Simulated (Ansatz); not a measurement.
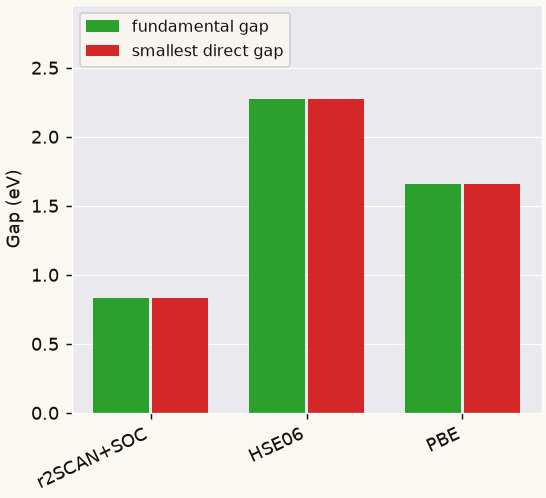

Gaps of CsPbBr$_{3}$, space group P4/mmm, 5 atoms in the cell, cubic perovskite type, uniaxial (z) strain +2.0%, at several levels of theory on one cell (Ansatz, plane waves and PAW; edges over the mesh and the special points).

How does the gap depend on the level, and does its kind change?

Answer. In rising order: r2SCAN+SOC 0.83 eV, PBE 1.66 eV and HSE06 2.27 eV. It is direct at every level.
